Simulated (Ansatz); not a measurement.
GeSi₃: band-structure calculation (part 2 of 2)

Continued. System: GeSi₃ (R3m, 4 atoms in the cell). Method: DFT, PBE0, plane waves, PAW, no spin polarisation (Ansatz 0.2.0); cutoff 420 eV, 6×6×6 k-mesh, fixed occupations. The structure was built on a prototype by a generator. The geometry comes from this level: r2SCAN.

Geometry of the input (Å; fractional positions):
```
1.9427  1.1216  6.3410
-1.9427  1.1216  6.3410
0.0000  -2.2432  6.3410
Si 1.0013  0.0013  0.0013
Si 0.4987  0.4987  0.4987
Si 0.3750  0.3750  0.3750
Ge 0.8750  0.8750  0.8750
```

**Output, continued**
```
--- Per-component energies (eV) ---
  E_band       = -205.284337
  E_kinetic    = 231.867223
  E_local      = -3042.600402  (includes V_loc(G=0)·N_el)
  E_nonlocal   = 496.188723
  E_hartree    = 1348.978804
  E_xc         = -186.382186
  E_vxc        = -159.253702  (∫ρ·V_xc dr)
  E_exx        = -81.907855  (= α·E_x^exact, valence–valence)
  E_paw        = -3534.600078  (= ΣΔE_a)
  E_vpaw       = -265.628174  (= ΣTr[D̂ρ^β])
  E_aug_tail   = 0.000310  (compensation charges beyond the density's cutoff)
  E_ewald      = -1436.150775
  E_core_change = -0.573068  (= ΣΔE_core)
  E_smearing   = -0.000000  (= −TS)
  E_closure    = -0.000000  (closes the sum)
  Σ components = -6205.179304   (vs F -6205.179304, Δ=-9.09e-13)
--- Forces (eV/Å), atoms counted from 1 ---
  atom   1  Si     0.00000000    -0.00000000     0.02569525
  atom   2  Si     0.00000000     0.00000000    -0.02269651
  atom   3  Si     0.00000000     0.00000000    -0.00243402
  atom   4  Ge     0.00000000     0.00000000    -0.00049301
  max |Σ_I F_I| component: 7.17e-5 eV/Å
--- Stress (GPa, compression-positive) ---
       -0.093516       0.000000       0.000000
        0.000000      -0.093516      -0.000000
        0.000000      -0.000000      -0.247375
  P = ⅓ Tr σ = -0.1448 GPa (-1.448 kbar)
--- Band table (eV; the first three rows and the last of 32) ---
  k-point 0: bands = ["-21.1673", "-21.1632", "-21.1632", "-21.1345", "-21.1345", "-7.4179", "-4.8708", "-1.7609", "4.7546", "4.7546", "6.1976", "6.2129", "6.2129", "8.6606", "10.0755", "10.0755", "10.1436", "10.2443"]
  k-point 1: bands = ["-21.1667", "-21.1631", "-21.1616", "-21.1351", "-21.1339", "-7.0572", "-4.5698", "-1.5629", "2.7956", "3.9313", "4.3290", "5.3383", "5.5193", "9.5297", "9.8596", "10.6338", "11.2860", "11.6730"]
  k-point 2: bands = ["-21.1674", "-21.1611", "-21.1588", "-21.1361", "-21.1323", "-6.0090", "-3.8531", "-1.6467", "1.0132", "1.2792", "3.7395", "3.9418", "4.2398", "8.9559", "9.4771", "11.5954", "12.2580", "12.8628"]
  k-point 31: bands = ["-21.1673", "-21.1632", "-21.1632", "-21.1345", "-21.1345", "-6.7158", "-6.3504", "1.4705", "1.8309", "5.1284", "5.1284", "5.4942", "5.4942", "9.2056", "9.2869", "10.9637", "10.9637", "11.3970"]
```

**File bands.tsv**
```
# k_distance	band_0	band_1	band_2	band_3	band_4	band_5	band_6	band_7	band_8	band_9	band_10	band_11	band_12	band_13	band_14	band_15	band_16	band_17
# fermi_ev = 6.212900
# lock_threshold_ev = 1e-6
# [0, 0, 0] at k_distance = 0.000000
# [-0.5, -0.5, -0.5] at k_distance = 0.495444
# [-0.5, -0.1875243836, -0.8124756164] at k_distance = 1.506094
# [-0.1875243836, 0.1875243836, -0.5] at k_distance = 1.856448
# [0, 0, -0.5] at k_distance = 2.462964
# [0, 0.3437621918, -0.3437621918] at k_distance = 3.043632
# [-0.3437621918, 0, -0.6562378082] at k_distance = 3.379055
# [-0.5, 0, -0.5] at k_distance = 3.884380
# [0.148437, -0.427083, -0.427083] at k_distance = 5.627815
# levels_relative_to = fermi_ev
# free_energy_ev = -6205.179304
# largest_residual_norms_ev = 2.822e-4 3.524e-4 4.051e-4 3.279e-4 3.982e-4 3.728e-4 3.639e-4 4.096e-4 9.382e-4 6.198e-4 6.935e-4 7.258e-4 7.256e-4 6.074e-4 6.890e-4 1.238e-3 1.141e-3 1.292e-3
0.000000	-27.380233	-27.376063	-27.376063	-27.347368	-27.347368	-13.630806	-11.083671	-7.973753	-1.458299	-1.458299	-0.015317	0.000000	0.000000	2.447684	3.862562	3.862562	3.930713	4.031409
0.495444	-27.380200	-27.376065	-27.376065	-27.347360	-27.347360	-12.928712	-12.563296	-4.742447	-4.381955	-1.084451	-1.084451	-0.718715	-0.718715	2.992698	3.073979	4.750831	4.750831	5.184138
1.506094	-27.377317	-27.373842	-27.371840	-27.347498	-27.346549	-10.309641	-9.893981	-8.103875	-7.748826	-4.711777	-4.579715	-2.715185	-2.605930	2.959562	3.260764	6.660716	6.753699	7.104258
1.856448	-27.377317	-27.373842	-27.371840	-27.347498	-27.346549	-10.309641	-9.893981	-8.103875	-7.748826	-4.711777	-4.579715	-2.715185	-2.605930	2.959562	3.260764	6.660716	6.753699	7.104258
2.462964	-27.381125	-27.372710	-27.370477	-27.349516	-27.344281	-10.854757	-10.485592	-7.549689	-7.250069	-4.037175	-3.946313	-2.650041	-2.432264	2.566746	2.958341	5.830482	6.096950	7.114155
3.043632	-27.377235	-27.373805	-27.371914	-27.347302	-27.346747	-10.317293	-9.826404	-8.123012	-7.733507	-4.960577	-4.404708	-2.943171	-2.514191	2.681467	4.702202	4.768801	6.918172	7.892542
3.379055	-27.377235	-27.373805	-27.371914	-27.347302	-27.346747	-10.317293	-9.826404	-8.123012	-7.733507	-4.960577	-4.404708	-2.943171	-2.514191	2.681467	4.702202	4.768801	6.918172	7.892542
3.884380	-27.381126	-27.372736	-27.370456	-27.349517	-27.344280	-11.132549	-9.260054	-8.862540	-7.945430	-3.286575	-3.265480	-1.413721	-1.404733	1.790211	1.954504	2.554869	4.842816	4.891827
5.627815	-27.380948	-27.373025	-27.370725	-27.349419	-27.344509	-11.219172	-10.260362	-7.822804	-7.585943	-3.185108	-3.163639	-2.017009	-1.435866	1.708737	2.342367	3.044110	4.880725	5.047963
```

**File rho_z.tsv**
```
# z_ang	rho[e/angstrom^3]
# format = ansatz-planar-average/11
# lattice	1.942652749	1.121591088	6.340967620
# lattice	-1.942652749	1.121591088	6.340967620
# lattice	0.000000000	-2.243182175	6.340967620
# sites	4
# site	14	1.942652749	1.121591088	6.366388749
# site	14	0.000000000	0.000000000	9.486828094
# site	14	0.000000000	0.000000000	7.133724946
# site	32	0.000000000	0.000000000	16.644105838
0.000000	3.211610e-1
0.249113	2.496878e-1
0.498226	2.228101e-1
0.747339	2.148296e-1
0.996452	2.137102e-1
1.245565	2.132115e-1
1.494678	2.104534e-1
1.743791	2.051360e-1
1.992903	1.978916e-1
2.242016	1.899262e-1
2.491129	1.826657e-1
2.740242	1.778076e-1
2.989355	1.765926e-1
3.238468	1.794618e-1
3.487581	1.857904e-1
3.736694	1.944186e-1
3.985807	2.042476e-1
4.234920	2.155159e-1
4.484033	2.312698e-1
4.733146	2.591927e-1
4.982259	3.197148e-1
5.231372	4.457204e-1
5.480484	6.426750e-1
5.729597	8.220247e-1
5.978710	8.420417e-1
6.227823	6.810677e-1
6.476936	4.693607e-1
```

**File v_z.tsv**
```
# z_ang	v_es[eV]	v_tot[eV]
# format = ansatz-planar-average/11
# xc	pbe0
# density_cutoff_ev	1680
# datasets	Si=:simpson_from_first_knot:soft:fock:shift=0	Ge=:simpson_from_first_knot:soft:fock:shift=0
# lattice	1.942652749	1.121591088	6.340967620
# lattice	-1.942652749	1.121591088	6.340967620
# lattice	0.000000000	-2.243182175	6.340967620
# sites	4
# site	14	1.942652749	1.121591088	6.366388749
# site	14	0.000000000	0.000000000	9.486828094
# site	14	0.000000000	0.000000000	7.133724946
# site	32	0.000000000	0.000000000	16.644105838
0.000000	9.591647e-1	-6.655211e0
0.249113	1.482763e0	-6.060291e0
0.498226	2.226251e0	-5.242389e0
0.747339	3.057418e0	-4.341673e0
0.996452	3.717743e0	-3.599848e0
1.245565	3.979292e0	-3.281827e0
1.494678	3.834879e0	-3.449168e0
1.743791	3.306081e0	-4.032279e0
1.992903	2.464178e0	-4.897967e0
2.242016	1.536725e0	-5.848092e0
2.491129	7.449170e-1	-6.687409e0
2.740242	2.461769e-1	-7.224703e0
2.989355	1.277531e-1	-7.349995e0
3.238468	4.097036e-1	-7.046070e0
3.487581	1.044038e0	-6.363121e0
3.736694	1.914104e0	-5.456838e0
3.985807	2.807391e0	-4.559589e0
4.234920	3.474990e0	-3.876217e0
4.484033	3.864002e0	-3.472156e0
4.733146	4.025415e0	-3.350709e0
4.982259	3.898965e0	-3.553350e0
5.231372	3.410739e0	-4.094630e0
5.480484	2.664354e0	-4.865384e0
5.729597	1.871467e0	-5.699383e0
5.978710	1.211683e0	-6.415582e0
6.227823	8.086633e-1	-6.850098e0
6.476936	7.219475e-1	-6.932964e0
```

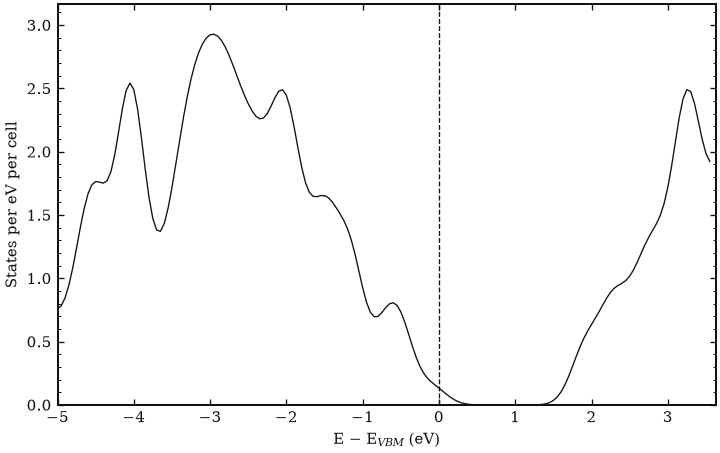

Fig. 1: Density of states (the curve is built from the levels of the k mesh with Gaussians 0.4 eV wide, which also blur the band edges), with energies from the valence-band top. There is a gap of 1.79 eV on the k-point mesh. Small ripples come from the finite k-point mesh.

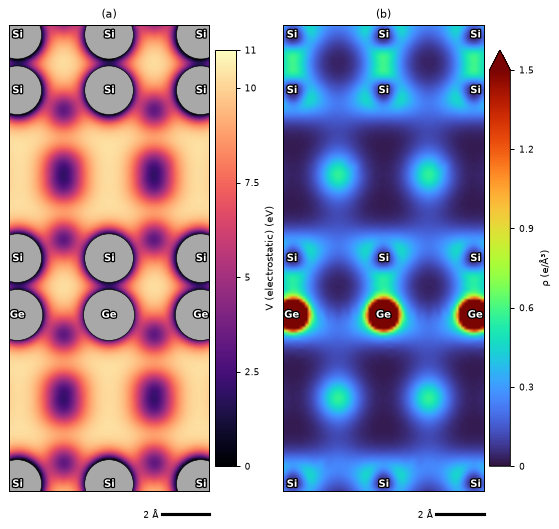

Fig. 2: (a) electrostatic potential (local pseudopotential plus Hartree) felt by an electron; (b) valence pseudo-density on the (010) plane of the conventional cell. Grey discs, where drawn, cover atomic cores. The plane passes through Si and Ge nuclei. Si–Si (2.35 Å): ρ is about 0.59 e/Å³ halfway, a local maximum along the line. Si–Ge (2.40 Å): ρ is about 0.55 e/Å³ halfway. Away from the nuclei the density in this plane falls to 0.02 e/Å³ at its lowest. Outside the cores the potential energy rises away from the atoms and is highest about 2.4 Å from the nearest atoms; outside the discs it spans about 10 eV, and its zero is arbitrary. Core electrons are frozen (PAW), so the fields are smoothed inside the atomic spheres.
